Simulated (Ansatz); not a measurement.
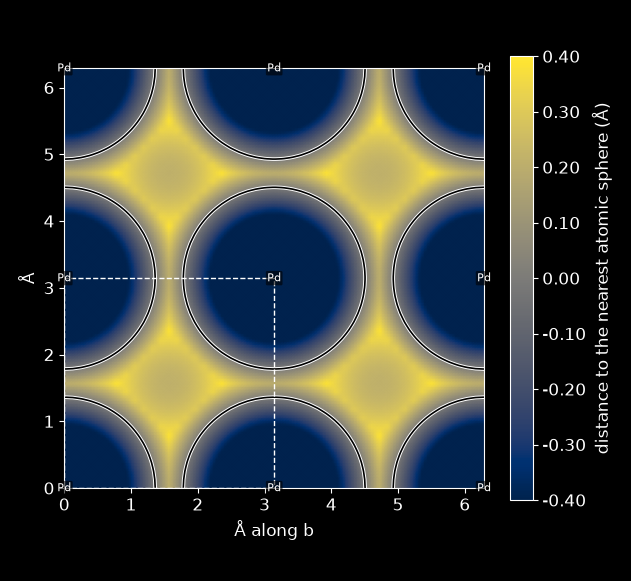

Map of the distance to the nearest atomic sphere in Pd (Im-3m, No. 229), computed on the section x = 0.000 (parallel to b and c; the dashed line is one cell). The black line marks the spheres' surfaces; positive values are empty space; unlabelled circles belong to atoms above or below the section.

Atoms are hard spheres with touching radii (half the shortest distance): Pd 1.36 Å.

Source of the atomic positions: the input geometry of an electronic-structure calculation (not necessarily at equilibrium).

```
CELL_PARAMETERS angstrom
3.14456 0.00000 0.00000
0.00000 3.14456 0.00000
0.00000 0.00000 3.14456
ATOMIC_POSITIONS crystal
Pd 0.00000 0.00000 0.00000
Pd 0.50000 0.50000 0.50000
```

> Where is the largest hole in this section, and how large is it?

At 0.000, 0.250, 0.500 (fractional), where the distance reaches 0.40 Å; it is enclosed by 4 Pd in a tetrahedral arrangement. It is the largest hole of the crystal.

> How much of the crystal lies outside the spheres?

About 32 % of the cell's volume, and 41 % of this section's area.

> What can pass through?

The largest sphere that fits anywhere has a diameter of 0.79 Å; the largest that can travel through the crystal, about 0.6 Å.
